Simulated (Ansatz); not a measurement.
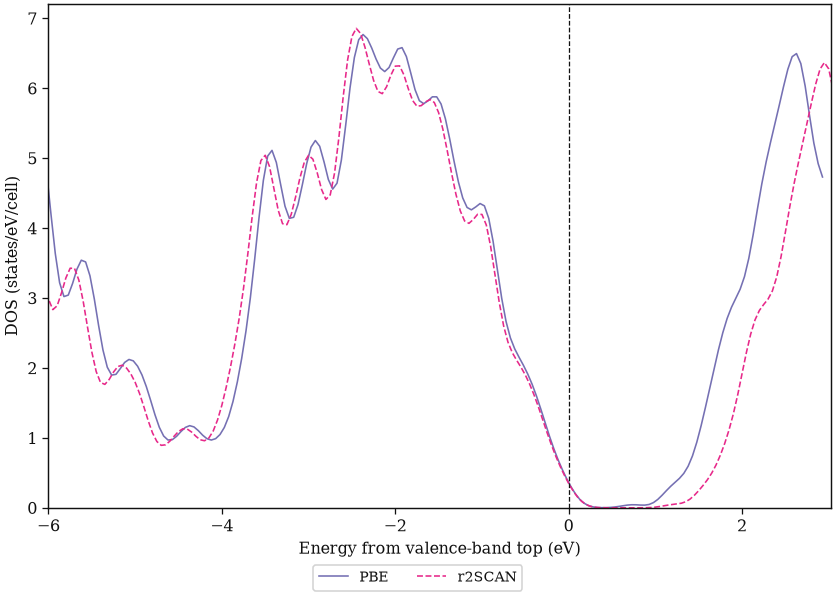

Total densities of states of AlGa$_{3}$As$_{4}$, space group Cm, 8 atoms in the cell, by two methods on the same cell. The curves are built from the levels of the k mesh with Gaussians 0.3 eV wide, which also blur the band edges. Each is counted from its own valence-band top.

How do the methods compare?

PBE gives a gap of 0.74 eV and r2SCAN gives a gap of 1.22 eV.

Settings. PBE: DFT, PBE, plane waves, PAW, no spin polarisation, 6×6×4 k mesh, 420 eV cutoff (Ansatz 0.2.0). r2SCAN: DFT, r2SCAN, plane waves, PAW, no spin polarisation, 6×6×4 k mesh, 500 eV cutoff (Ansatz).
